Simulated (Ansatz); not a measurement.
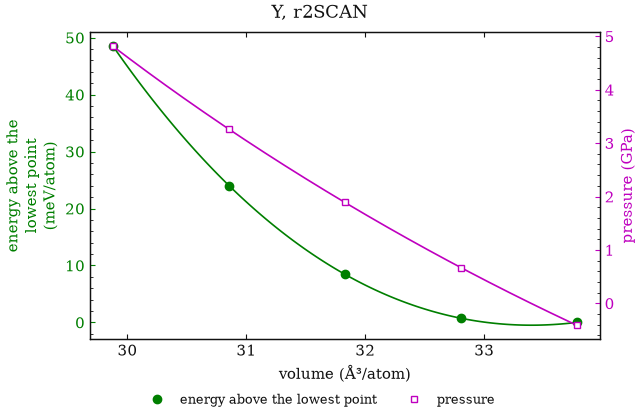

The figure shows the energy above the lowest point and pressure against volume for Y, space group Fm-3m (No. 225) (one of a set of cubic test structures, which need not be the stable phase).

How it was computed, with Ansatz 0.2.0 development build: equation of state of a cubic crystal from periodic Kohn-Sham density functional theory without spin, third-order Birch-Murnaghan fit to the free energies; pressure corrected for the finite basis. Level: r2SCAN.

structure type fcc; atoms in cell 1; space group number 225; lattice centring face-centred primitive; k mesh 12×12×12; occupation method Fermi–Dirac; occupation width 0.1 eV; wave cutoff 420 eV; datasets hand-made PAW; density tolerance 1e−09 eV; bands 10; density cutoff ratio 4; search for lower states default; xc grid level 2.

> Give the fitted equation-of-state parameters.

A third-order Birch–Murnaghan fit gives V0 = 33.40 Å³/atom, B0 = 36.5 GPa and B′ = 3.1.

> Read off the course of the pressure.

It falls from 4.811 GPa at volume 29.88 Å³/atom to −0.410 GPa at 33.78 Å³/atom, and changes sign near 33.41 Å³/atom.

Keep in mind: cubic model structure, not the ambient form.

The computed values:

```json
{"volume (Å³/atom)": "29.88", "energy above the lowest point (meV/atom)": "48.5", "pressure (GPa)": "4.811"}
{"volume (Å³/atom)": "30.85", "energy above the lowest point (meV/atom)": "24.0", "pressure (GPa)": "3.260"}
{"volume (Å³/atom)": "31.83", "energy above the lowest point (meV/atom)": "8.5", "pressure (GPa)": "1.889"}
{"volume (Å³/atom)": "32.80", "energy above the lowest point (meV/atom)": "0.7", "pressure (GPa)": "0.670"}
{"volume (Å³/atom)": "33.78", "energy above the lowest point (meV/atom)": "0.0", "pressure (GPa)": "-0.410"}
```
